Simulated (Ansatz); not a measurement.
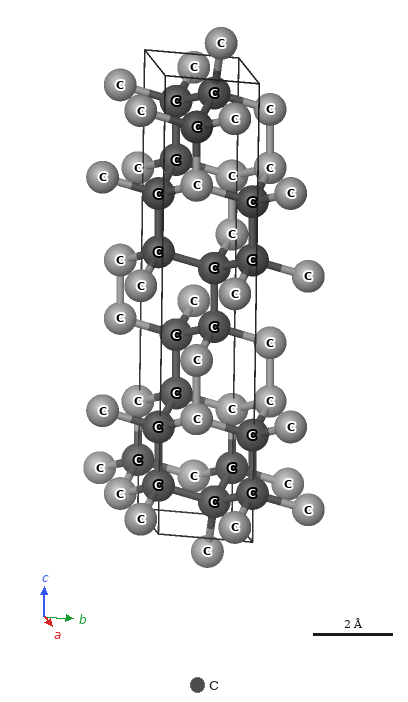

*The input geometry (ball-and-stick view of the cell of the calculation, set on other vectors, seen slightly off an axis; neighbours outside the cell are drawn fainter). An atom can appear more than once, as a periodic image.*

Near neighbours in the periodic cell (some may lie outside the picture): C has 4 C at 1.54 to 1.76 Å.

**Single-point calculation of C**

System: C (P-1, 12 atoms in the cell).
Method: DFT r2SCAN, scalar-relativistic, plane waves, PAW, no spin polarisation (Ansatz 0.2.0).

The structure derives from an entry of the Crystallography Open Database. It belongs to a series of runs on one base structure; here: the crystal above the cut slid by 0/6 a1 + 2/6 a2. Figures and captions count atoms from 1; the log counts them from 0 in places.

The program's output:
```
Engine: ansatz 0.2.0, aarch64-unknown-linux-gnu
Pseudopotentials: kind: paw
Pseudopotential: C, paw, valence charge 4, recommended cutoff 500 eV (meta_gga), C.paw.azcp
Functional definition: r2SCAN
  parameter k0 = 0.174
  parameter k1 = 0.065
  parameter a1 = 4.9479
  exchange = r2scan_x(k0 = k0, k1 = k1, a1 = a1)
  correlation = r2scan_c
Crystal: 12 atoms, lattice volume = 67.693 Å³
Basis set: ecut = 500 eV, 1719 PW (Γ), exchange–correlation on 80×80×384 points (64 copies of the dense FFT grid, shifted against one another)
Bands: 36, of which v1, the nominal top of the filled ones, is band 24 counted from 1 (23 counted from 0)
Symmetry: 2 space group operations
Space group: P-1 (ITA 2), of the structure as read, at distance tolerance 4.1e-5 Å
k-points: 104 of 200
Non-local potential: C, projectors of the file, l = 0: 2, l = 1: 2, l = 2: 1
PAW form: soft (Blöchl's): semilocal exchange-correlation on the pseudo side does not see the compensation charge
PAW frozen core: C, regenerated for the run's functional (the file was generated under x = pbe(κ = 0.804, μ = 0.2195149727645171), c = pbe(β = 0.06672455060314922))
PAW one-centre angular grid: C, 302 points (default); XC on 239 of its mesh's 2573 points in the sphere
Initial density: superposition of atomic densities (neutral atoms: chi_scale 0, normalization atom), corrected by the library's trained network
Initial wavefunctions: pseudopotential atomic-orbital guess
Functional: x = r2scan, c = r2scan; τ floored in thin density (d = 2e-4 eV/Å³)
SCF iter   1: F=—  HF=-3015.542802 eV  |F-HF|=—  |Δ(HF+E_count)|=         —  Δρ=1.05e-2  dr2=3.82e-2  dr2_τ=2.26e0  ethr=1.77e-3  ⟨swp⟩=6.0  Hψ=17624  notcnv=0  defer=218
preconditioner: auto → none  [insulator: Δε(μ)=0.529 eV  Ē_g=17.815 eV  σ=0.050 eV  W_gap=1.00  n_scr=10 (ndim 8)  ℏωp=31.3 eV  f_vac=0.000  D(μ)=0.00/eV (n_scr^D=0)  ε∞_Penn≈4.1]
SCF iter   2: F=—  HF=-3015.884213 eV  |F-HF|=—  |Δ(HF+E_count)|=   3.41e-1  Δρ=6.08e-3  dr2=1.23e-2  dr2_τ=9.24e-4  ethr=7.96e-5  ⟨swp⟩=2.3  Hψ=7722  notcnv=0  defer=655
SCF iter   3: F=—  HF=-3015.884421 eV  |F-HF|=—  |Δ(HF+E_count)|=   2.08e-4  Δρ=3.01e-3  dr2=6.07e-3  dr2_τ=3.10e-4  ethr=2.57e-5  ⟨swp⟩=2.2  Hψ=5490  notcnv=0  defer=655
SCF iter   4: F=—  HF=-3015.883983 eV  |F-HF|=—  |Δ(HF+E_count)|=   4.38e-4  Δρ=8.52e-4  dr2=2.05e-3  dr2_τ=7.75e-5  ethr=1.26e-5  ⟨swp⟩=2.2  Hψ=5227  notcnv=0  defer=655
SCF iter   5: F=—  HF=-3015.883649 eV  |F-HF|=—  |Δ(HF+E_count)|=   3.35e-4  Δρ=2.92e-4  dr2=1.59e-4  dr2_τ=1.15e-5  ethr=4.28e-6  ⟨swp⟩=2.0  Hψ=4308  notcnv=0  defer=655
SCF iter   6: F=—  HF=-3015.883621 eV  |F-HF|=—  |Δ(HF+E_count)|=   2.75e-5  Δρ=1.27e-4  dr2=8.06e-6  dr2_τ=4.99e-7  ethr=3.31e-7  ⟨swp⟩=1.9  Hψ=4503  notcnv=0  defer=651
SCF iter   7: F=—  HF=-3015.883623 eV  |F-HF|=—  |Δ(HF+E_count)|=   1.94e-6  Δρ=4.27e-5  dr2=7.49e-7  dr2_τ=1.23e-7  ethr=1.68e-8  ⟨swp⟩=2.4  Hψ=5478  notcnv=0  defer=651
SCF iter   8: F=-3015.883623 eV  HF=-3015.883623 eV  |F-HF|=3.94e-8  |Δ(HF+E_count)|=   2.20e-7  Δρ=1.33e-5  dr2=4.25e-8  dr2_τ=7.39e-9  ethr=2.08e-10  ⟨swp⟩=14.8  Hψ=28688  notcnv=0
SCF 1 converged in 8 iterations: F = -3015.883623 eV  dr2 = 4.25e-8
  greatest PAW one-centre occupation: 0.662 electrons in one spin orbital (limit 2), on the C atom at site 9 (counted from 0), in its partial waves of l = 0
SCF converged after 8 iterations
Free energy (F): -3015.883623 eV
Harris-Foulkes:  -3015.883623 eV  (|F-HF|=3.94e-8)
Internal energy: -3015.883623 eV  (E = F + TS)
E sigma→0 (E₀):  -3015.883623 eV
Fermi energy:    14.296772 eV
--- Per-component energies (eV) ---
  E_band       = 188.959821
  E_kinetic    = 1105.261148
  E_local      = -712.212351  (includes V_loc(G=0)·N_el)
  E_nonlocal   = 315.701293
  E_hartree    = 155.632735
  E_xc         = -574.905623
  E_vxc        = -794.492622  (∫ρ·V_xc dr)
  E_paw        = -1208.419692  (= ΣΔE_a)
  E_vpaw       = -78.523514  (= ΣTr[D̂ρ^β])
  E_aug_tail   = 0.000050  (compensation charges beyond the density's cutoff)
  E_vtau       = 41.961005  (kinetic-family band-sum trace: ∫τ·v_τ [+ j·A + Jᵃ·Aᵃ] dr)
  E_ewald      = -2096.643899
  E_core_change = -0.297285  (= ΣΔE_core)
  E_smearing   = -0.000000  (= −TS)
  E_closure    = -0.000000  (closes the sum)
  Σ components = -3015.883623   (vs F -3015.883623, Δ=0.00e0)
--- Forces (eV/Å), atoms counted from 1 ---
  atom   1  C      0.00725859     0.00066656    -0.02110868
  atom   2  C      0.07677808     0.71893988    -0.01202594
  atom   3  C      0.00526540    -0.00280298    -0.00838949
  atom   4  C      0.28602346    -0.29847399    -0.46767051
  atom   5  C      0.03944627    -0.01599422    -0.04799720
  atom   6  C      2.68751002    -0.88656984    -4.52248497
  atom   7  C     -0.03944627     0.01599422     0.04799720
  atom   8  C     -0.28602346     0.29847399     0.46767051
  atom   9  C     -0.00526540     0.00280298     0.00838949
  atom  10  C     -0.07677808    -0.71893988     0.01202594
  atom  11  C     -0.00725859    -0.00066656     0.02110868
  atom  12  C     -2.68751002     0.88656984     4.52248497
  max |Σ_I F_I| component: 1.11e-16 eV/Å
--- Stress (GPa, compression-positive) ---
      -23.550563      -6.699740       5.704397
       -6.699731      10.516181      16.985491
        5.704406      16.985494      18.171584
  P = ⅓ Tr σ = 1.7124 GPa (17.124 kbar)
--- Band table (eV; the first three rows and the last of 104) ---
  k-point 0: bands = ["-9.3407", "-8.5358", "-8.5314", "-6.2210", "-6.1370", "-3.3882", "-0.5563", "3.4441", "3.7039", "9.3599", "9.7057", "10.4811", "10.5649", "10.6848", "10.9157", "11.0429", "11.4056", "11.6595", "12.1045", "12.4310", "12.7360", "13.1017", "13.2695", "14.0197", "18.8407", "19.4918", "19.6388", "19.6798", "20.4221", "20.5327", "21.1539", "21.2614", "21.4092", "21.5562", "21.9659", "22.0402"]
  k-point 1: bands = ["-9.1629", "-9.1123", "-7.5611", "-7.5176", "-4.6028", "-4.4925", "0.8421", "1.0436", "6.3626", "6.6946", "10.4591", "10.5686", "10.6419", "10.8832", "10.9780", "11.4091", "11.6682", "11.9844", "12.1588", "12.2744", "12.6978", "13.1349", "13.1657", "13.2539", "19.1976", "19.2943", "19.7014", "20.1517", "20.2199", "20.3873", "20.6314", "21.3815", "21.3832", "21.8854", "21.9689", "22.0866"]
  k-point 2: bands = ["-9.0819", "-8.3301", "-8.2232", "-6.0393", "-5.8200", "-3.1653", "-0.3117", "3.5337", "3.9842", "9.1043", "9.2541", "9.4830", "9.6187", "10.0043", "10.0821", "10.3354", "10.8275", "11.0061", "11.2247", "11.3729", "12.1731", "12.3699", "12.7779", "13.9149", "18.4105", "19.3574", "20.0045", "20.4946", "20.7165", "20.8293", "21.1992", "21.7917", "21.9195", "22.0295", "22.4280", "22.5034"]
  k-point 103: bands = ["-3.4739", "-3.2311", "-3.2138", "-2.4403", "-1.8473", "-1.6295", "-0.1235", "0.0219", "0.6997", "0.8835", "2.2447", "2.2821", "5.7157", "5.8014", "6.2632", "6.9036", "7.0489", "7.9228", "8.3650", "8.4332", "9.3059", "9.5800", "10.1153", "10.2199", "17.7041", "18.6003", "18.6046", "19.7117", "19.8080", "19.9737", "21.0044", "21.8772", "21.9540", "22.9819", "23.3454", "23.8485"]
```

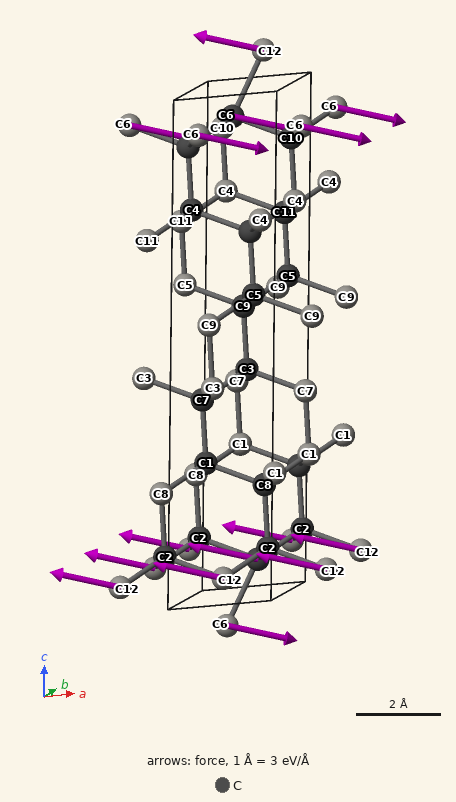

*Forces on the atoms as pink arrows (ball-and-stick view of the cell of the calculation, set on other vectors, seen slightly off an axis; neighbours outside the cell are drawn fainter; atoms are numbered from 1 in the order of the input); the smallest are left out.*

The largest act on C6, C12 (5.33 eV/Å). The geometry is not a stationary point of this energy.

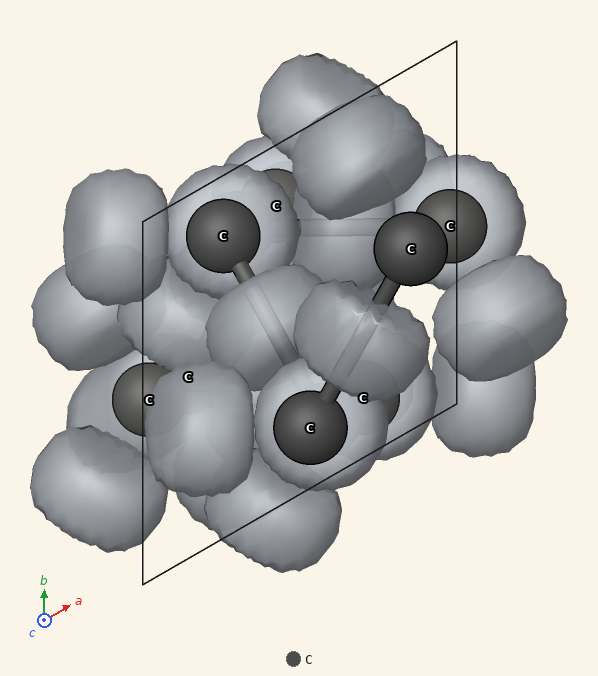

*Isosurface of the ELF at 0.75 (grey), seen along the c axis. Core shells and regions of very low density are left out. Sticks mark near contacts. The outline is the cell set on symmetry axes.*

Along the contacts the grid gives the following. C–C (1.54 Å): the ELF peaks at about 0.95 between the atoms, which marks a shared electron pair. C–C (1.76 Å): the ELF peaks at about 0.90 between the atoms, which marks a shared electron pair. Core electrons are frozen (PAW), so the fields are smoothed inside the atomic spheres.

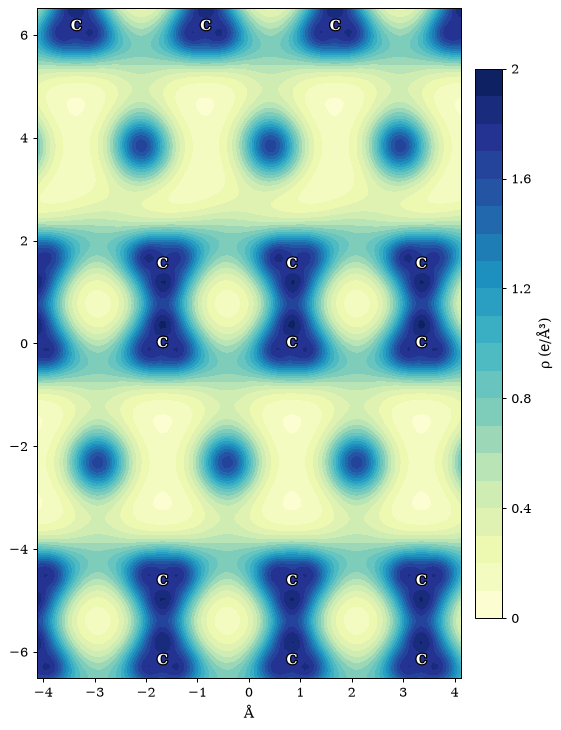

*Valence electron density on the (010) plane of the conventional cell.*

Atoms in the plane: C. C–C (1.54 Å): ρ is about 1.7 e/Å³ halfway. Away from the nuclei the density in this plane falls to 0.09 e/Å³ at its lowest.

This output came from the following input.

Input file:
```yaml
crystal:
  lattice:
    - [1.7801417073, -1.7801417073, 0.0]
    - [1.7801417073, 0.0, -1.7801417073]
    - [7.7139473984, 7.1205668293, 6.5271862602]
  atoms:
    - { symbol: C, position: [0.6666666667, 0.5763777778, 0.2708666667] }
    - { symbol: C, position: [0.0, -0.0347333333, 0.1042] }
    - { symbol: C, position: [0.3333333333, 0.1874888889, 0.4375333333] }
    - { symbol: C, position: [0.6666666667, 0.4097111111, 0.7708666667] }
    - { symbol: C, position: [1.0, 0.7986, 0.6042] }
    - { symbol: C, position: [0.3333333333, 0.0208222222, 0.9375333333] }
    - { symbol: C, position: [0.6666666667, 0.5347111111, 0.3958666667] }
    - { symbol: C, position: [1.0, 0.9236, 0.2292] }
    - { symbol: C, position: [0.3333333333, 0.1458222222, 0.5625333333] }
    - { symbol: C, position: [0.6666666667, 0.3680444444, 0.8958666667] }
    - { symbol: C, position: [0.0, -0.2430666667, 0.7292] }
    - { symbol: C, position: [0.3333333333, 0.3124888889, 0.0625333333] }
basis:
  ecutwfc: 500
kpoints:
  mp_grid: { grid: [10, 10, 2] }
hamiltonian:
  xc: r2scan
scf:
  occupations: { method: gaussian, width: 0.05 }
output:
  forces: true
  stress: true
  eigenvalues: true
  write_density: true
  write_potential: true
  elf: true
  volumetric_format: npy
```

Command:
```bash
ansatz run input.yaml --threads 2 --pin off --max-ram 5120MiB --backend cpu --events-out ev --progress --plain --runs-dir out
```

Summary:

| quantity | value |
| --- | --- |
| outcome | converged |
| space group (tolerance 0.01 Å) | P-1 (2) |
| electrons treated | 48 |
| free energy | −3015.8836 eV |
| Fermi energy | 14.297 eV |
| gap on the k-point mesh | 0.55 eV |
| pressure | 1.71 GPa |
| largest force (length of the vector) | 5.335 eV/Å |
| hardware | 2 threads of Arm Neoverse V1, 24 GiB of memory available, shared host |
| wall time | 23 s (CPU time 46 s) |
| peak memory | 0.62 GiB |
